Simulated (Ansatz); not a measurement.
**What a change does: single-point calculation on Ru**

System: Ru (4 atoms in the cell).
Method of run A: DFT LDA, scalar-relativistic, plane waves, PAW, no spin polarisation (Ansatz 0.2.0).

The structure derives from a Materials Project entry. Text and figures count atoms from 1; the logs count them from 0 in places.

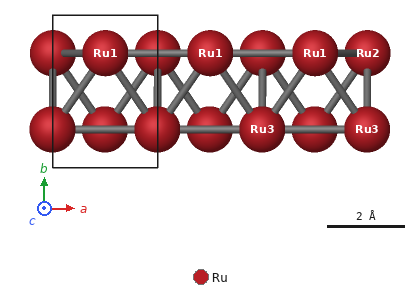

**Figure 1.** The input geometry (ball-and-stick view of the reduced cell, repeated 3 × 1 × 1, along the c axis; atoms are numbered from 1 in the order of the input).

## Input file, run A
```yaml
crystal:
  lattice:
    - [3.9621891213, 0.0, 0.0]
    - [0.0, 5.6033814753, 0.0011437542]
    - [0.0, 1.4013231305, 2.3385930335]
  atoms:
    - { symbol: Ru, position: [0.25, 0.1657551117, 0.3364385049] }
    - { symbol: Ru, position: [0.25, 0.6657551117, 0.3364385049] }
    - { symbol: Ru, position: [0.75, 0.3342448883, 0.6635614951] }
    - { symbol: Ru, position: [0.75, 0.8342448883, 0.6635614951] }
basis:
  ecutwfc: 420
kpoints:
  mp_grid: { grid: [9, 6, 15] }
hamiltonian:
  xc: lda
scf:
  occupations: { method: gaussian, width: 0.1 }
output:
  forces: true
  stress: true
  eigenvalues: true
  write_density: true
  write_potential: true
  elf: true
  volumetric_format: npy
```

Launched with:
```bash
ansatz run input.yaml --threads 4 --pin off --max-ram 8192MiB --backend cpu --events-out ev --progress --plain --runs-dir out
```

Hardware: 4 threads of Intel Xeon (Granite Rapids), 192 GiB of memory available, shared host.

## Output, shortened to warnings, some set-up lines, iterations and results (run A)
```
Basis set: ecut = 420 eV, 1009 PW (Γ)
Symmetry: 8 space group operations
k-points: 230 of 810
Initial density: superposition of atomic densities (neutral atoms: chi_scale 0, normalization atom), corrected by the library's trained network
[...]
SCF iter   1: F=—  HF=-23032.709726 eV  |F-HF|=—  |Δ(HF+E_count)|=         —  Δρ=1.21e-2  dr2=3.43e-2  ethr=1.77e-3  ⟨swp⟩=5.4  Hψ=32596  notcnv=0
SCF iter   2: F=—  HF=-23032.704530 eV  |F-HF|=—  |Δ(HF+E_count)|=   5.20e-3  Δρ=6.26e-3  dr2=7.88e-3  ethr=5.36e-5  ⟨swp⟩=2.4  Hψ=15945  notcnv=0
SCF iter   3: F=—  HF=-23032.703421 eV  |F-HF|=—  |Δ(HF+E_count)|=   1.11e-3  Δρ=8.37e-4  dr2=1.65e-4  ethr=1.23e-5  ⟨swp⟩=2.0  Hψ=12498  notcnv=0
SCF iter   4: F=—  HF=-23032.703415 eV  |F-HF|=—  |Δ(HF+E_count)|=   6.08e-6  Δρ=1.13e-4  dr2=5.38e-6  ethr=2.58e-7  ⟨swp⟩=2.0  Hψ=12873  notcnv=0
SCF iter   5: F=—  HF=-23032.703409 eV  |F-HF|=—  |Δ(HF+E_count)|=   5.13e-6  Δρ=3.46e-5  dr2=5.58e-7  ethr=8.41e-9  ⟨swp⟩=2.0  Hψ=15328  notcnv=0
SCF iter   6: F=-23032.703409 eV  HF=-23032.703409 eV  |F-HF|=6.40e-10  |Δ(HF+E_count)|=   1.86e-7  Δρ=5.62e-6  dr2=1.02e-8  ethr=1.56e-10  ⟨swp⟩=11.2  Hψ=60443  notcnv=0
SCF 1 converged in 6 iterations: F = -23032.703409 eV  dr2 = 1.02e-8
SCF converged after 6 iterations
Free energy (F): -23032.703409 eV
Harris-Foulkes:  -23032.703409 eV  (|F-HF|=6.40e-10)
Internal energy: -23032.690471 eV  (E = F + TS)
E sigma→0 (E₀):  -23032.696940 eV
Entropy (-TS):   -0.012939 eV (-3.235 meV/atom)
Fermi energy:    24.567651 eV
--- Per-component energies (eV) ---
  E_band       = -153.227690
  E_kinetic    = 2067.316164
  E_local      = -4898.075121  (includes V_loc(G=0)·N_el)
  E_nonlocal   = 1394.890067
  E_hartree    = 1571.428649
  E_xc         = -761.747606
  E_vxc        = -960.337416  (∫ρ·V_xc dr)
  E_paw        = -13366.050210  (= ΣΔE_a)
  E_vpaw       = -899.878159  (= ΣTr[D̂ρ^β])
  E_aug_tail   = -0.000837  (compensation charges beyond the density's cutoff)
  E_ewald      = -9042.738317
  E_core_change = 2.286740  (= ΣΔE_core)
  E_smearing   = -0.012939  (= −TS)
  E_closure    = 0.000000  (closes the sum)
  Σ components = -23032.703409   (vs F -23032.703409, Δ=0.00e0)
--- Forces (eV/Å), atoms counted from 1 ---
  atom   1  Ru    -0.00000000    -0.00008028     0.00044652
  atom   2  Ru    -0.00000000    -0.00008028     0.00044652
  atom   3  Ru     0.00000000     0.00008028    -0.00044652
  atom   4  Ru     0.00000000     0.00008028    -0.00044652
  max |Σ_I F_I| component: 5.20e-18 eV/Å
--- Stress (GPa, compression-positive) ---
       36.314522       0.000000       0.000000
        0.000000     -12.294980      -0.001140
        0.000000      -0.001140       0.016402
  P = ⅓ Tr σ = 8.0120 GPa (80.120 kbar)
```

For run B the input was changed thus:
```diff
+  hubbard: { sites: [{ species: Ru, l: d, u_eff: 8.0 }], double_counting: amf }
-  write_density: true
-  write_potential: true
-  elf: true
-  volumetric_format: npy
```

How does run B compare with run A?

The total energies belong to different models, so their difference says nothing on which is more stable or more accurate. The pressure goes from 8.01 to 11.34 GPa. The largest force goes from 0.000 to 0.142 eV/Å. The SCF takes 11 iterations against 6. On the same kind of shared host run B took about 1.6 times as long. The two runs start from different initial densities, which also moves the count.

## Output, shortened to warnings, some set-up lines, iterations and results (run B)
```
Basis set: ecut = 420 eV, 1009 PW (Γ)
Symmetry: 8 space group operations
k-points: 230 of 810
Initial density: superposition of atomic densities (chi_scale 0.1, normalization cell)
[...]
SCF iter   1: F=—  HF=-23035.515675 eV  |F-HF|=—  |Δ(HF+E_count)|=         —  Δρ=1.30e-1  dr2=8.16e0  ethr=3.10e-3  ⟨swp⟩=5.5  Hψ=32254  notcnv=0
SCF iter   2: F=—  HF=-23033.217983 eV  |F-HF|=—  |Δ(HF+E_count)|=    2.30e0  Δρ=5.80e-2  dr2=1.50e0  ethr=3.10e-3  ⟨swp⟩=2.0  Hψ=16955  notcnv=0  defer=292
SCF iter   3: F=—  HF=-23032.769887 eV  |F-HF|=—  |Δ(HF+E_count)|=   4.48e-1  Δρ=1.33e-2  dr2=2.91e-2  ethr=2.34e-3  ⟨swp⟩=2.0  Hψ=13594  notcnv=0  defer=292
SCF iter   4: F=—  HF=-23032.806739 eV  |F-HF|=—  |Δ(HF+E_count)|=   3.69e-2  Δρ=5.40e-3  dr2=5.73e-3  ethr=4.54e-5  ⟨swp⟩=2.3  Hψ=15670  notcnv=0  defer=287
SCF iter   5: F=—  HF=-23032.834520 eV  |F-HF|=—  |Δ(HF+E_count)|=   2.78e-2  Δρ=3.21e-3  dr2=2.68e-3  ethr=8.95e-6  ⟨swp⟩=2.0  Hψ=16166  notcnv=0  defer=287
SCF iter   6: F=—  HF=-23032.844453 eV  |F-HF|=—  |Δ(HF+E_count)|=   9.93e-3  Δρ=9.77e-4  dr2=2.55e-4  ethr=4.19e-6  ⟨swp⟩=2.1  Hψ=17541  notcnv=0  defer=283
SCF iter   7: F=—  HF=-23032.844714 eV  |F-HF|=—  |Δ(HF+E_count)|=   2.61e-4  Δρ=3.80e-4  dr2=1.83e-5  ethr=3.99e-7  ⟨swp⟩=2.2  Hψ=15971  notcnv=0  defer=285
SCF iter   8: F=—  HF=-23032.844818 eV  |F-HF|=—  |Δ(HF+E_count)|=   1.04e-4  Δρ=1.74e-4  dr2=3.93e-6  ethr=2.85e-8  ⟨swp⟩=2.0  Hψ=15886  notcnv=0  defer=285
SCF iter   9: F=—  HF=-23032.844843 eV  |F-HF|=—  |Δ(HF+E_count)|=   2.58e-5  Δρ=7.45e-5  dr2=1.15e-6  ethr=6.14e-9  ⟨swp⟩=2.1  Hψ=16113  notcnv=0  defer=285
SCF iter  10: F=—  HF=-23032.844846 eV  |F-HF|=—  |Δ(HF+E_count)|=   2.70e-6  Δρ=2.52e-5  dr2=1.23e-7  ethr=1.80e-9  ⟨swp⟩=2.0  Hψ=16071  notcnv=0  defer=285
SCF iter  11: F=-23032.844847 eV  HF=-23032.844847 eV  |F-HF|=3.14e-8  |Δ(HF+E_count)|=   4.72e-7  Δρ=1.34e-5  dr2=3.06e-8  ethr=1.56e-10  ⟨swp⟩=9.4  Hψ=36672  notcnv=0
SCF 1 converged in 11 iterations: F = -23032.844847 eV  dr2 = 3.06e-8
SCF converged after 11 iterations
Free energy (F): -23032.844847 eV
Harris-Foulkes:  -23032.844847 eV  (|F-HF|=3.14e-8)
Internal energy: -23032.832517 eV  (E = F + TS)
E sigma→0 (E₀):  -23032.838682 eV
Entropy (-TS):   -0.012329 eV (-3.082 meV/atom)
Fermi energy:    24.619866 eV
--- Per-component energies (eV) ---
  E_band       = -154.445954
  E_kinetic    = 2067.757580
  E_local      = -4897.974973  (includes V_loc(G=0)·N_el)
  E_nonlocal   = 1395.439103
  E_hartree    = 1571.320685
  E_xc         = -761.752168
  E_vxc        = -960.342659  (∫ρ·V_xc dr)
  E_hubbard    = -0.920872  (on-site DFT+U / exact-exchange correction)
  E_vhub       = -1.841840  (the Hubbard potential's part of the band-sum identity)
  E_paw        = -13366.249457  (= ΣΔE_a)
  E_vpaw       = -900.124666  (= ΣTr[D̂ρ^β])
  E_aug_tail   = -0.000838  (compensation charges beyond the density's cutoff)
  E_ewald      = -9042.738317
  E_core_change = 2.286740  (= ΣΔE_core)
  E_smearing   = -0.012329  (= −TS)
  E_closure    = 0.000000  (closes the sum)
  Σ components = -23032.844847   (vs F -23032.844847, Δ=0.00e0)
DFT+U double counting: amf (around mean field; hamiltonian.hubbard.double_counting)
--- Forces (eV/Å), atoms counted from 1 ---
  atom   1  Ru    -0.00000000     0.00502050     0.14236328
  atom   2  Ru    -0.00000000     0.00502050     0.14236328
  atom   3  Ru     0.00000000    -0.00502050    -0.14236328
  atom   4  Ru     0.00000000    -0.00502050    -0.14236328
  max |Σ_I F_I| component: 1.04e-17 eV/Å
--- Stress (GPa, compression-positive) ---
       31.494614       0.000000       0.000000
        0.000000      -3.941403      -0.216777
        0.000000      -0.216770       6.464636
  P = ⅓ Tr σ = 11.3393 GPa (113.393 kbar)
Occupation matrices written to [file]
```

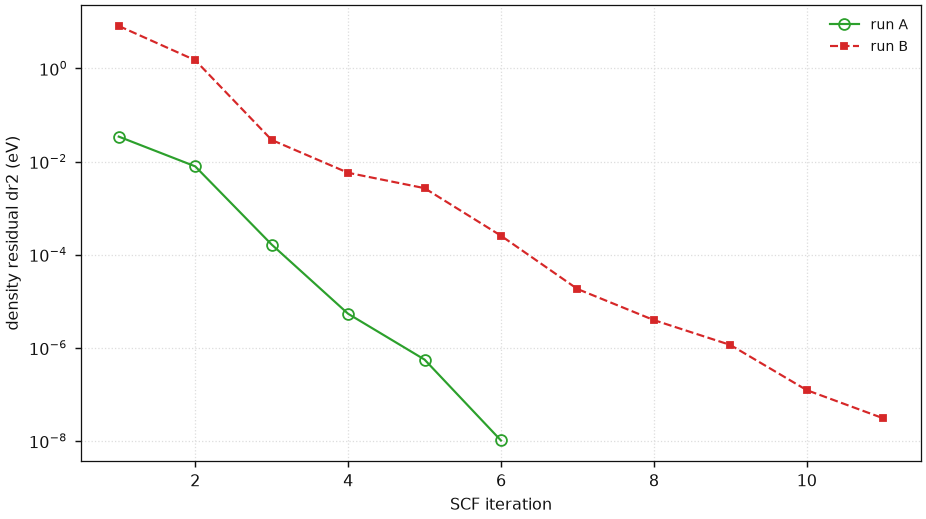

**Figure 2.** Convergence of the two runs: density residual dr2 against the SCF iteration. Run A takes 6 iterations in all, and run B takes 11.

## The two runs side by side

| quantity | run A | run B |
| --- | --- | --- |
| outcome | converged | converged |
| free energy per atom (eV) | −5758.1759 | −5758.2112 |
| energy per atom, smearing taken to zero (eV) | −5758.1742 | −5758.2097 |
| gap on the mesh (eV) | 0.00 | 0.00 |
| pressure (GPa) | 8.01 | 11.34 |
| largest force (eV/Å) | 0.000 | 0.142 |
| SCF iterations | 6 | 11 |
| irreducible k-points | 230 | 230 |
| plane waves at Γ | 1009 | 1009 |
| wall time (shared host) | 3.4 s | 5.5 s |
